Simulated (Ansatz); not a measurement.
# Geometry relaxation, with input and output: MgO (part 2 of 4)

Continued. System: MgO (slab, 42 atoms in the cell). Method: DFT PBE, scalar-relativistic, plane waves, PAW, no spin polarisation (Ansatz 0.2.0); cutoff 420 eV, 2×6×1 k-mesh, Gaussian smearing of 0.05 eV. The structure derives from an entry of the Crystallography Open Database. The input holds or restrains some coordinates. Forces given for the steps count only the free coordinates. It belongs to a series of runs on one base structure; here: stripe over 1.5 of 3 cells, two steps.

Log, continued
```
SCF iter   1: F=—  HF=-52369.039317 eV  |F-HF|=—  |Δ(HF+E_count)|=         —  Δρ=3.29e-5  dr2=8.87e-6  ethr=2.62e-9  p=-0.156 e·Å  D=-2.84e-2 V/Å  ΔV_dip=0.52 eV  dr2_dipole=1.38e-9  V_vac-E_F(+/−)=3.72/3.20 eV  ⟨swp⟩=1.0  Hψ=3936  notcnv=0
efield: sawtooth ramp at fractional position 0.7352 (handed on by an earlier solve), width 0.0400; the density the first Hamiltonian is built on has a dipole p = -0.156 e·Å; the dipole correction subtracts the counter field D = -2.84e-2 V/Å, which shifts the + side's vacuum level by +0.52 eV against the − side's; the planar-averaged density in the ramp window peaks in size at 7.1e-6 e/Å³
preconditioner: auto → Resta (q_TF=auto, 2.276 Å⁻¹)  ε∞=2.4  [insulator: Δε(μ)=3.081 eV  Ē_g=12.896 eV  σ=0.050 eV  W_gap=1.00  n_scr=214 (ndim 8)  ℏωp=15.2 eV  f_vac=0.542  D(μ)=0.00/eV (n_scr^D=0)  ε∞_Penn≈2.4  vacuum switching on, ρ_ref=1.2e-2 e/Å³]
SCF iter   2: F=—  HF=-52369.033529 eV  |F-HF|=—  |Δ(HF+E_count)|=   5.79e-3  Δρ=1.85e-5  dr2=2.47e-6  ethr=2.62e-9  p=-0.156 e·Å  D=-2.84e-2 V/Å  ΔV_dip=0.52 eV  dr2_dipole=1.46e-8  V_vac-E_F(+/−)=3.72/3.20 eV  ⟨swp⟩=3.0  Hψ=2747  notcnv=0
SCF iter   3: F=—  HF=-52369.033529 eV  |F-HF|=—  |Δ(HF+E_count)|=   3.91e-8  Δρ=8.53e-6  dr2=6.15e-7  ethr=7.35e-10  p=-0.156 e·Å  D=-2.84e-2 V/Å  ΔV_dip=0.52 eV  dr2_dipole=7.55e-9  V_vac-E_F(+/−)=3.72/3.20 eV  ⟨swp⟩=2.0  Hψ=1956  notcnv=0
SCF iter   4: F=—  HF=-52369.033529 eV  |F-HF|=—  |Δ(HF+E_count)|=   6.41e-7  Δρ=6.28e-6  dr2=2.56e-7  ethr=1.83e-10  p=-0.156 e·Å  D=-2.83e-2 V/Å  ΔV_dip=0.52 eV  dr2_dipole=4.19e-13  V_vac-E_F(+/−)=3.72/3.20 eV  ⟨swp⟩=2.4  Hψ=2717  notcnv=0
SCF iter   5: F=-52369.033529 eV  HF=-52369.033529 eV  |F-HF|=2.98e-10  |Δ(HF+E_count)|=   3.85e-8  Δρ=2.44e-6  dr2=2.63e-8  ethr=2.98e-11  p=-0.156 e·Å  D=-2.83e-2 V/Å  ΔV_dip=0.52 eV  dr2_dipole=6.49e-12  V_vac-E_F(+/−)=3.72/3.20 eV  ⟨swp⟩=11.0  Hψ=11840  notcnv=0
SCF 6 converged in 5 iterations: F = -52369.033529 eV  dr2 = 2.63e-8
  greatest PAW one-centre occupation: 1.000 electrons in one spin orbital (limit 2), on the Mg atom at site 12 (counted from 0), in its partial waves of l = 0
relax step   6: F+E_penalty+E_count = -52369.03352920 eV  Δ(F+E_penalty+E_count) = -3.490e-6 eV  max|allowed force component| = 1.139e-2 eV/Å  Δτ_max = 0.0000 Å  (5 SCF iters, accepted)
```

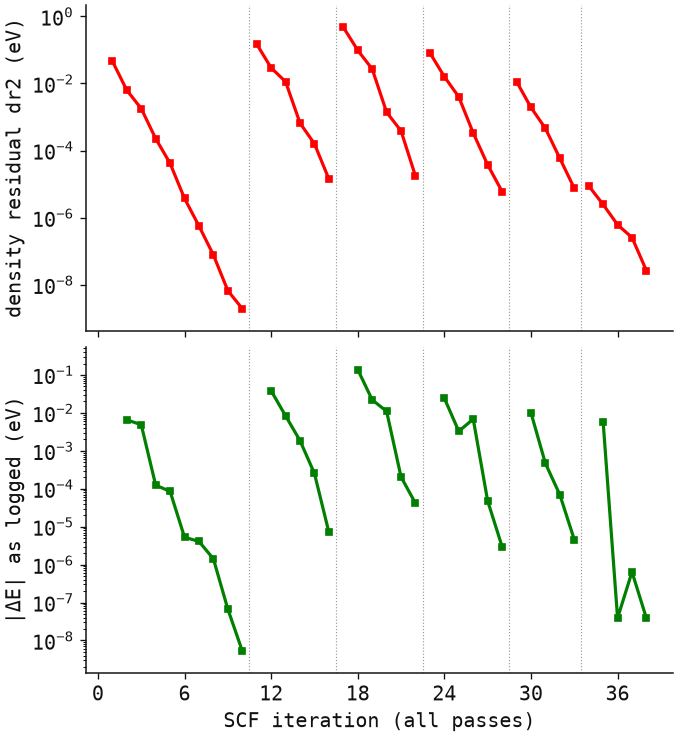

Fig. 1: Convergence of the self-consistent field: density residual dr2 and size of the energy change against the SCF iteration. The dotted lines part the SCF passes of the relaxation: geometry steps, rejected trials and re-solves on a re-selected basis. The 6 passes take 5 to 10 iterations each, 38 in all.

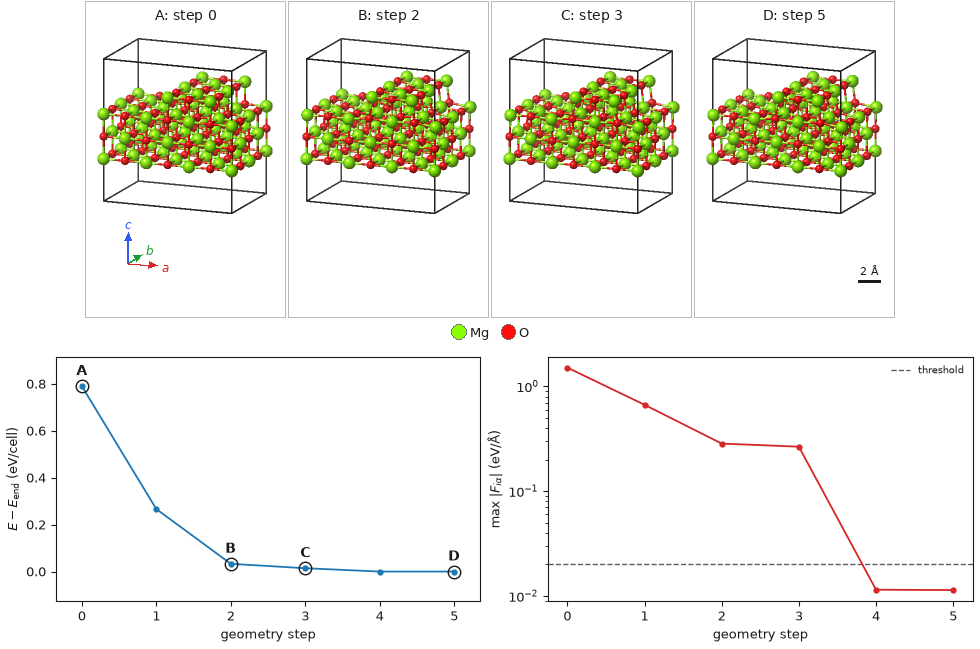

Fig. 2: Frames of the restrained relaxation (ball-and-stick view of the 1 × 2 repeat of the cell, with the vacuum cut short (origin shifted), seen slightly off an axis) above the curves, on which the letters mark them (the first geometry is step 0 here and step 1 in the log).

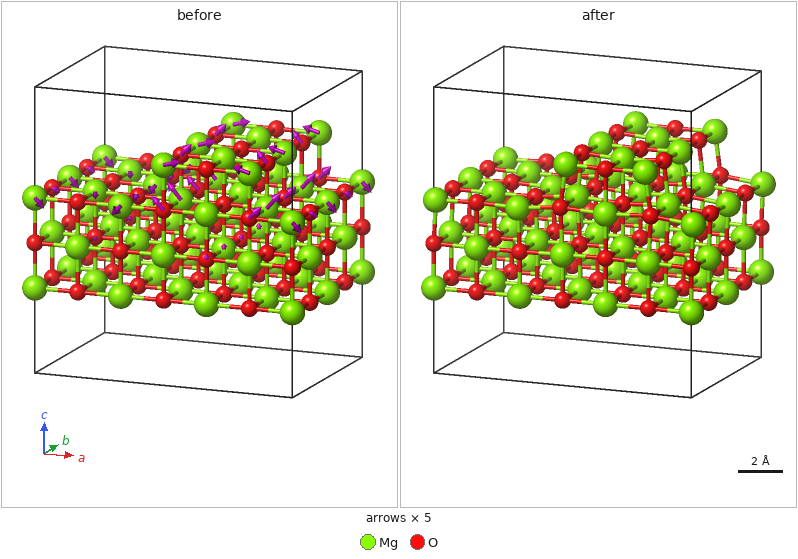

Fig. 3: Before (left) and after (right) the restrained relaxation, at one scale (ball-and-stick view of the 1 × 2 repeat of the cell, with the vacuum cut short (origin shifted), seen slightly off an axis). The pink arrows give the displacements, magnified 5 times. The largest moves, 0.21 Å, are those of Mg25 and Mg29. Largest moves by element: Mg 0.21 Å, O 0.17 Å. The cell stays as it was. Among the contacts that change: Mg37–O38 2.127 → 1.959 Å, Mg25–O26 2.127 → 2.268 Å, Mg27–O28 2.127 → 2.248 Å, Mg11–O32 2.127 → 2.229 Å. Among the angles that change: Mg35–O28–Mg37 90.0° → 103.9°, O30–Mg29–O42 90.0° → 102.0°, Mg3–O28–Mg37 180.0° → 169.1°. After 5 geometry steps the energy has fallen by 0.790 eV per cell of the calculation. Largest force component: 1.5 eV/Å at the start, 0.011 eV/Å at the end. (Atoms are counted from 1 in the order of the input.)

```
WARN: The output density's exchange-correlation potential varies sharply where the density is thin. Do not read a vacuum level from v_tot or v_xc, or from such a field of the output density. On a cell that repeats whose density bears no net charge and no dipole along the vacuum's axis use v_es (v_loc + v_h of the components); under efield.dipole_correction with no amplitude use v_es + v_field, which holds any external_charges[].barrier, or the levels of the report's work_function block, which leave it out; under a non-zero efield.amplitude the vacuum is tilted and has no level; on a cell that repeats and bears such a dipole with no correction it is tilted too, and efield.dipole_correction with no amplitude gives each side of its ramp a level where efield: is served; in a cell that repeats whose density bears a net charge (total_charge, or a fill off its count) it is curved and has none; of a slab under crystal.periodic whose density bears no net charge use v_es, which has a level on each side, short of where the two are joined; of another it falls or rises all the way out and has none; of a slab beside external_charges read slab_vacuum_level instead, which it has where they leave it neutral. The grid or the basis barely resolves most such structure, and the values can differ between equally converged runs; as a rule a tighter scf.convergence.dr2_threshold does not remove it. Where the density itself ripples (under the LDA too) a higher basis.ecutwfc lessens it. The files hold the spikes' plane waves up to the density's cutoff. Files: v_tot_of_output_density and the like, and their columns of v_z.tsv (output.write_potential); v_xc_of_output_density and the like, and their columns of v_comp_z.tsv (output.write_potential_components). Measured: with its Gaussian average of σ = 0.25 Å subtracted twice, the exchange-correlation potential is over 0.1 eV at 747 of the grid points where the equally averaged density (valence and model cores) is under 1e-3 e/Å³, and 0.362 eV at the most among them, at an averaged density of 4.6e-7 e/Å³. The input density's (outcome.potential() and, of a run that writes arrays, v_tot and v_xc) is over 0.1 eV, so measured, at 764 points of its own thin density, 0.443 eV at the most. See output.write_potential in the manual, Limitations
SCF converged after 5 iterations
Free energy (F): -52369.033529 eV
Harris-Foulkes:  -52369.033529 eV  (|F-HF|=2.98e-10)
Internal energy: -52369.033529 eV  (E = F + TS)
E sigma→0 (E₀):  -52369.033529 eV
Fermi energy:    1.755503 eV
Dipole field:    D = -0.028322 V/Å  (p = -0.156161 e·Å, saw-weighted, corrected)
Work function:   Φ+ = 3.7184 eV   Φ− = 3.1976 eV
Levels:          The Fermi level and band energies are counted from a zero that moves with the ramp; work functions are not
--- Per-component energies (eV) ---
  E_band       = -8835.430734
  E_kinetic    = 5322.066946
  E_local      = -236053.504121  (includes V_loc(G=0)·N_el)
  E_nonlocal   = 2998.156457
  E_hartree    = 111516.058493
  E_xc         = -2192.236112
  E_vxc        = -2807.454950  (∫ρ·V_xc dr)
  E_paw        = -9453.098642  (= ΣΔE_a)
  E_vpaw       = -1322.612456  (= ΣTr[D̂ρ^β])
  E_aug_tail   = 0.051726  (compensation charges beyond the density's cutoff)
  E_efield     = 0.002211  (sawtooth field / dipole correction)
  E_vefield    = -4.211155  (∫n·V_field dr)
  E_ewald      = 75493.469513
  E_smearing   = -0.000000  (= −TS)
  E_closure    = -0.000000  (closes the sum)
  Σ components = -52369.033529   (vs F -52369.033529, Δ=0.00e0)
--- Forces (eV/Å), atoms counted from 1 ---
  atom   1  Mg     0.04596105     0.00000000     0.53088569
  atom   2  O      0.00000000     0.00000000    -0.28400809
  atom   3  Mg     0.00259741     0.00000000    -0.00777180
  atom   4  O      0.00000000     0.00000000     0.00739378
  atom   5  Mg     0.00000000     0.00000000    -0.01116915
  atom   6  O     -0.00890687     0.00000000    -0.00172814
  atom   7  Mg     0.00000000     0.00000000     0.51121556
  atom   8  O      0.06730019     0.00000000    -0.33381949
  atom   9  Mg    -0.04596105     0.00000000     0.53088569
  atom  10  O     -0.05863407     0.00000000    -0.51663850
  atom  11  Mg    -0.00259741     0.00000000    -0.00777180
  atom  12  O      0.00369345     0.00000000    -0.00242011
  atom  13  Mg    -0.00434974     0.00000000    -0.00601293
  atom  14  O      0.00890687     0.00000000    -0.00172814
  atom  15  Mg    -0.04094573     0.00000000     0.34131268
  atom  16  O     -0.06730019     0.00000000    -0.33381949
  atom  17  Mg     0.00000000     0.00000000     0.32570937
  atom  18  O      0.05863407     0.00000000    -0.51663850
  atom  19  Mg     0.00000000     0.00000000    -0.01013636
  atom  20  O     -0.00369345     0.00000000    -0.00242011
  atom  21  Mg     0.00434974     0.00000000    -0.00601293
  atom  22  O      0.00000000     0.00000000     0.00125441
  atom  23  Mg     0.04094573     0.00000000     0.34131268
  atom  24  O      0.00000000     0.00000000    -0.58140134
  atom  25  Mg     0.00307824     0.00000000     0.00153525
  atom  26  O      0.00000000     0.00000000     0.00345215
  atom  27  Mg     0.00000000     0.00000000     0.00754135
  atom  28  O     -0.00230157     0.00000000     0.00704234
  atom  29  Mg    -0.00307824     0.00000000     0.00153525
  atom  30  O      0.00199966     0.00000000     0.00241254
  atom  31  Mg    -0.00555680     0.00000000     0.00225415
  atom  32  O      0.00230157     0.00000000     0.00704234
  atom  33  Mg     0.00000000     0.00000000    -0.00119704
  atom  34  O     -0.00199966     0.00000000     0.00241254
  atom  35  Mg     0.00555680     0.00000000     0.00225415
  atom  36  O      0.00000000     0.00000000     0.00502706
  atom  37  Mg     0.00286546     0.00000000    -0.00694711
  atom  38  O      0.00000000     0.00000000    -0.01139397
  atom  39  Mg     0.00000000     0.00000000     0.00681942
  atom  40  O      0.00055658     0.00000000     0.00527109
  atom  41  Mg    -0.00286546     0.00000000    -0.00694711
  atom  42  O     -0.00055658     0.00000000     0.00527109
  max |Σ_I F_I| component: 1.41e-4 eV/Å
--- Band table (eV; the first three rows and the last of 8) ---
  k-point 0: bands = ["-73.0849", "-73.0849", "-72.8700", "-72.8166", "-72.8166", "-72.7889", "-72.7888", "-72.7424", "-72.5315", "-72.5315", "-72.5218", "-72.3837", "-72.3837", "-72.3488", "-72.1978", "-72.1628", "-72.1628", "-72.1264", "-72.0744", "-72.0744", "-72.0490", "-39.9080", "-39.9071", "-39.8585", "-39.8570", "-39.7591", "-39.7586", "-39.7047", "-39.6466", "-39.6465", "-39.6168", "-39.6167", "-39.5927", "-39.5905", "-39.5666", "-39.5410", "-39.5405", "-39.5384", "-39.5382", "-39.5129",
      "-39.5117", "-39.5113", "-39.5092", "-39.4653", "-39.4647", "-39.3605", "-39.3605", "-39.3139", "-39.2743", "-39.2611", "-39.2602", "-39.2598", "-39.2579", "-39.2566", "-39.1794", "-39.1552", "-39.1551", "-39.1447", "-39.1446", "-39.1322", "-39.1317", "-39.0882", "-39.0597", "-38.9686", "-38.9588", "-38.9519", "-38.9343", "-38.9342", "-38.9218", "-38.9199", "-38.9151", "-38.9147", "-38.8959", "-38.8826", "-38.8808", "-38.8719", "-38.8463", "-38.8452", "-38.8372", "-38.8354",
      "-38.8246", "-38.8243", "-38.8106", "-38.7465", "-16.6753", "-16.3793", "-16.3609", "-16.1525", "-15.9823", "-15.8609", "-15.7631", "-15.6815", "-15.6686", "-15.6228", "-15.4707", "-15.4371", "-15.4244", "-15.3480", "-15.2933", "-15.2855", "-15.2350", "-15.1638", "-15.0939", "-14.7532", "-14.7007", "-3.4472", "-3.4325", "-3.3053", "-3.1697", "-3.0960", "-3.0937", "-3.0111", "-2.9862", "-2.9315", "-2.9314", "-2.8650", "-2.7359", "-2.6798", "-2.5499", "-2.4677",
      "-2.2852", "-2.2547", "-2.2157", "-2.1906", "-2.1518", "-1.8577", "-1.8283", "-1.7567", "-1.7233", "-1.7107", "-1.7044", "-1.5077", "-1.4952", "-1.4884", "-1.4340", "-1.3865", "-1.3705", "-1.3635", "-1.2558", "-1.1901", "-1.0935", "-1.0250", "-1.0102", "-1.0079", "-0.9008", "-0.8557", "-0.8547", "-0.7863", "-0.7257", "-0.6193", "-0.5723", "-0.5688", "-0.5018", "-0.4827", "-0.4346", "-0.4057", "-0.3923", "-0.3634", "-0.2940", "-0.1909",
      "-0.1879", "-0.1244", "-0.1018", "-0.0090", "0.0119", "0.0385", "0.0985", "0.2082", "3.2953", "3.7309", "4.3352", "4.4917", "4.5092", "4.7961", "5.2692", "5.9809", "6.0937", "6.1784", "6.3296", "6.6419", "6.7106", "6.7143", "6.7716", "7.3515", "7.4236", "7.5706", "7.6489", "8.0838", "8.2508", "8.4030", "8.6023", "8.6254", "9.0263", "9.0320", "9.1015", "9.1361", "9.3853", "9.4808", "9.6581", "9.7184",
      "9.7435", "9.7551", "9.7936", "9.8083", "10.1240", "10.2983", "10.3677", "10.3939", "10.4034", "10.4682"]
```
